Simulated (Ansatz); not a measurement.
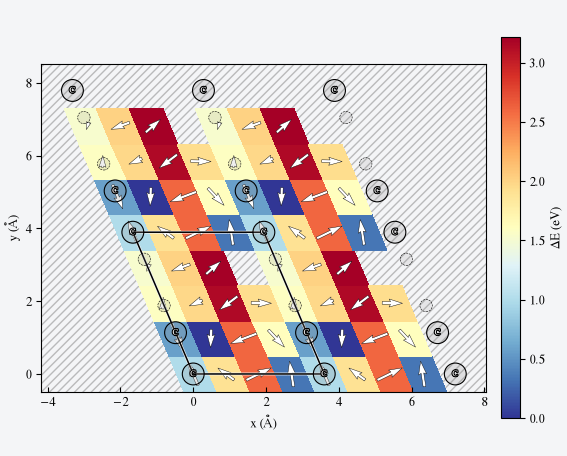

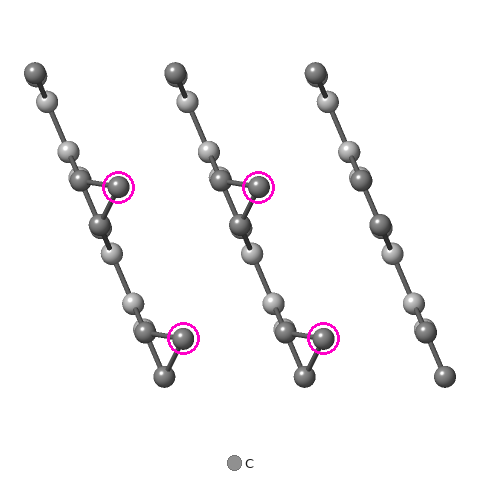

Energy landscape of C on a C(110) slab cut from the R-3m phase, its upper half relaxed before the scan (10 atoms of substrate and one adsorbate in a 1 × 1 cell). C is moved over the surface cell; relaxed at each place: the height of the adsorbate's atoms; substrate rigid; the origin of the map has the adsorbate above C9. Places are given modulo a cell vector. The map is drawn in real space over the plane of the surface. The scan uses a 4 × 4 grid. At 1 point there is no value. All energies are given in eV relative to the lowest grid point. The magnetic moment jumps between some neighbouring points. With one adsorbate in each 1 × 1 cell, its nearest image is 3.6 Å away, so neighbouring adsorbates interact. Computed with DFT LDA, scalar-relativistic, plane waves, PAW in Ansatz. Settings: cutoff 420 eV, k-mesh 8×7×1, gaussian smearing 0.05 eV, spin-polarised.

Drawn: one coloured cell a grid point, arrows along the force (downhill), their lengths compressed, labelled circles for the atoms of the top layer and small ones for the second layer, the outline of one cell of the 2 × 2 shown, hatched blanks where no value was computed. The second picture is the structure at the lowest point; rings mark the moved atoms.

What does the map say about the system?

Answer. The lowest grid point is at (1/4, 1/4) of the cell vectors [nearest 1 C at 1.39 Å]. The highest grid point, (2/4, 3/4) of the cell vectors [nearest 1 C at 1.77 Å], lies 3.21 eV above the lowest. At the lowest point the adsorbate has 1 C at 1.39 Å as nearest neighbours, at the highest 1 C at 1.77 Å. Its relaxed height above the top atom is 0.98 Å at the lowest and 0.52 Å at the highest point.

Grid values (eV):

```csv
"second ↓, first →",0/4,1/4,2/4,3/4
3/4,1.53,2.01,3.21,–
2/4,1.59,1.98,3.14,1.94
1/4,0.58,0.00,2.61,1.61
0/4,1.00,1.90,2.60,0.33
```

Each point was launched as `ansatz run input.yaml --threads 2 --pin off --max-ram 6144MiB --backend cpu --events-out ev --progress --plain --runs-dir out`. The whole map (15 points run) took 2.2 h on 2 threads of Arm Neoverse N1, with other jobs on the host.

PAW datasets: the set soft_1.
